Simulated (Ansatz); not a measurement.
Hf₂SiO₄

Input

```
crystal:
  lattice:
    - [3.2072130262, 0.0, 0.0]
    - [-1.6036065131, 2.777527956, 0.0]
    - [0.0, 0.0, 16.4287689349]
  atoms:
    - { symbol: Hf, position: [0.0, 0.0, 0.6711075651] }
    - { symbol: Hf, position: [0.0, 0.0, 0.3288924349] }
    - { symbol: Si, position: [0.0, 0.0, 0.0] }
    - { symbol: O, position: [0.3333333333, 0.6666666667, 0.610782502] }
    - { symbol: O, position: [0.6666666667, 0.3333333333, 0.389217498] }
    - { symbol: O, position: [0.6666666667, 0.3333333333, 0.7314331613] }
    - { symbol: O, position: [0.3333333333, 0.6666666667, 0.2685668387] }
basis:
  ecutwfc: 420
kpoints:
  mp_grid: { grid: [12, 12, 2] }
  band_path:
    path:
      - [[0.0, 0.0, 0.0], [0.5, 0.0, 0.0], [0.33333333, 0.33333333, 0.0], [0.0, 0.0, 0.0], [0.0, 0.0, 0.5], [0.5, 0.0, 0.5], [0.33333333, 0.33333333, 0.5], [0.0, 0.0, 0.5]]
      - [[0.5, 0.0, 0.5], [0.5, 0.0, 0.0]]
      - [[0.33333333, 0.33333333, 0.5], [0.33333333, 0.33333333, 0.0]]
    npoints: 14
hamiltonian:
  xc: pbe
scf:
  occupations: { method: gaussian, width: 0.1 }
  n_extra_bands: 17
output:
  forces: true
  stress: true
  eigenvalues: true
  populations: true
  dos: { projected: true, de: 0.02, nscf_kmesh: { grid: [15, 15, 3] } }
  bader: true
  write_density: true
  write_potential: true
  elf: true
  volumetric_format: npy
```

Launched as:

```sh
ansatz run input.yaml --threads 1 --pin off --max-ram 2560MiB --backend cpu --events-out ev --progress --plain --runs-dir out
```

Below, planes, directions and counts refer to the conventional cell (a = 3.21 Å, b = 3.21 Å, c = 16.43 Å, α = 90.00°, β = 90.00°, γ = 120.00°).

Space group P-3m1; a generated structure, not necessarily the stable one.

Level of theory: Ansatz 0.2.0, DFT PBE, scalar-relativistic, plane waves, PAW.

In a PAW calculation such maps are meaningful between the atoms, not at the nuclei.

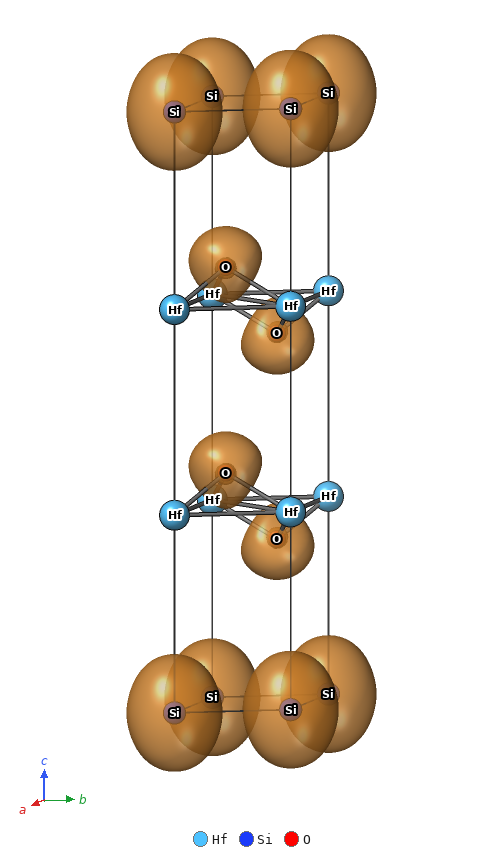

Figure 1. Isosurface of the ELF at 0.6 (orange), seen slightly off an axis. Only the valence region is drawn (cores and ρ < 0.01 e/Å³ removed). Sticks mark near contacts.

### Describe the localisation domains.

The ELF exceeds this value in four regions wrapped around O (the valence shell of each) and one region wrapped around Si (its valence shell), counted in one cell of 7 atoms. Any copies at cell faces, edges or corners count once. Profiles from the grid: Hf–O (2.10 Å): the ELF peaks at about 0.80 in the valence shell of O, 0.6 Å from its nucleus, and drops to about 0.20 between the two atoms; no localised pair shows between them. Hf–Hf (3.21 Å): the ELF is about 0.10 at the midpoint (no localised pair shows between them).

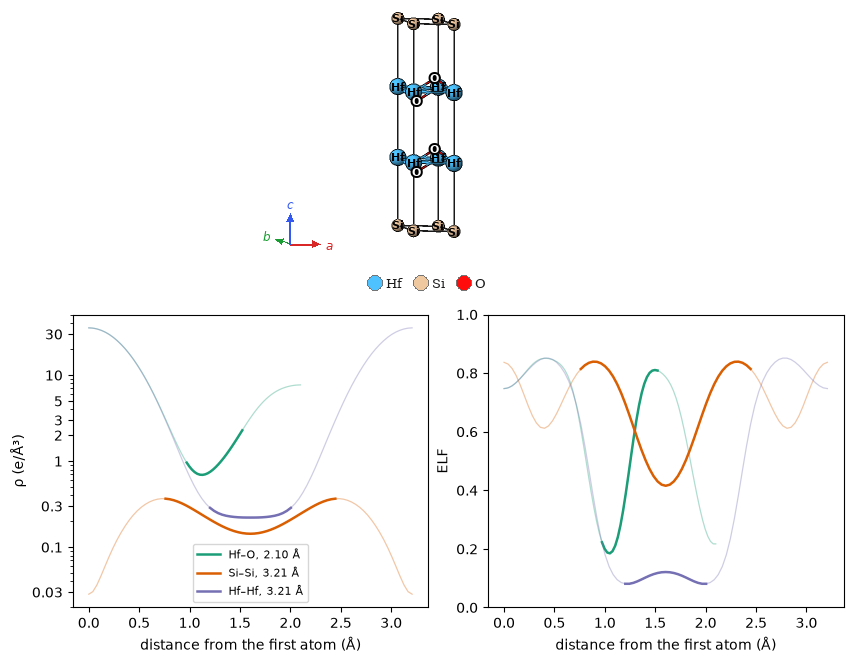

Figure 2. Valence pseudo-density and electron localisation function along straight lines between neighbouring atoms. Thin, pale parts lie inside the atomic spheres. The structure is drawn too.

### What can be read from the curves?

Hf–O (2.10 Å): ρ at the midpoint is about 0.75 e/Å³; the ELF peaks at about 0.80 in the valence shell of O, 0.6 Å from its nucleus, and drops to about 0.20 between the two atoms; no localised pair shows between them.
Si–Si (3.21 Å): the density is about 0.14 e/Å³ at the midpoint; the ELF peaks at about 0.85 in the valence shell of Si, 0.9 Å from its nucleus, and drops to about 0.40 between the two atoms.
Hf–Hf (3.21 Å): the density is about 0.22 e/Å³ at the midpoint; the ELF is about 0.10 at the midpoint; no localised pair shows between them.

### How much charge does the calculation move between the atoms?

Electrons move from Hf towards O. Bader charges: Hf +2.59, Si +0.01 and O −1.30 e.

### Does the calculation give a band gap?

It is gapless in this calculation (a metal or semimetal).
